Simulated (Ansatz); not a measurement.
Input file:

```
crystal:
  lattice:
    - [6.970454917, 0.0, 0.0]
    - [-3.4852274584, 6.036591034, 0.0]
    - [0.0, 0.0, 3.7650501655]
  atoms:
    - { symbol: Sr, position: [0.66578329, 0.0, 0.0] }
    - { symbol: Sr, position: [0.33421671, 0.33421671, 0.0] }
    - { symbol: Sr, position: [0.0, 0.66578329, 0.0] }
hamiltonian:
  xc: pbe
  pseudopotentials: { kind: paw }
kpoints:
  mp_grid: { grid: [5, 5, 7] }
scf:
  occupations: { method: fermi_dirac, width: 0.05 }
output:
  forces: true
  stress: true
  eigenvalues: true
  write_density: true
  write_potential: true
  elf: true
  volumetric_format: npy
```

Command:

```sh
ansatz run input.yaml --threads 2 --pin off --max-ram 5120MiB --backend cpu --events-out ev --progress --plain --runs-dir out
```

Space group P-62m; a structure from a database of computed crystals, not necessarily the ambient phase.

Method: Ansatz 0.2.0, Kohn-Sham DFT of a periodic cell, PBE, Ansatz PAW.

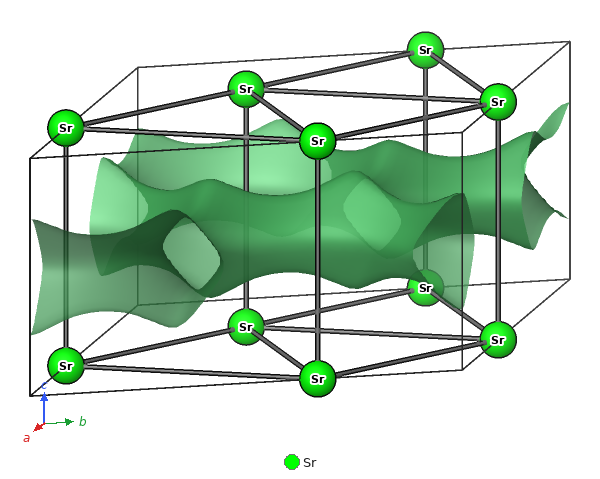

Sr. Isosurface of the electron localisation function at 0.55 (green), seen slightly off an axis. Only the valence region is drawn (cores and ρ < 0.01 e/Å³ removed). Sticks mark near contacts.

Where are the electrons localised?

The surface consists of sheets that run through the cell in two directions, counted in one cell of 3 atoms. Any copies at cell faces, edges or corners count once. There are no localised bonds or lone pairs at this value.

Values along the shortest contacts:
Sr–Sr (3.77 Å): the ELF is about 0.05 at the midpoint (no localised pair shows between them). Sr–Sr (4.02 Å): the ELF is about 0.15 at the midpoint; no localised pair shows between them.
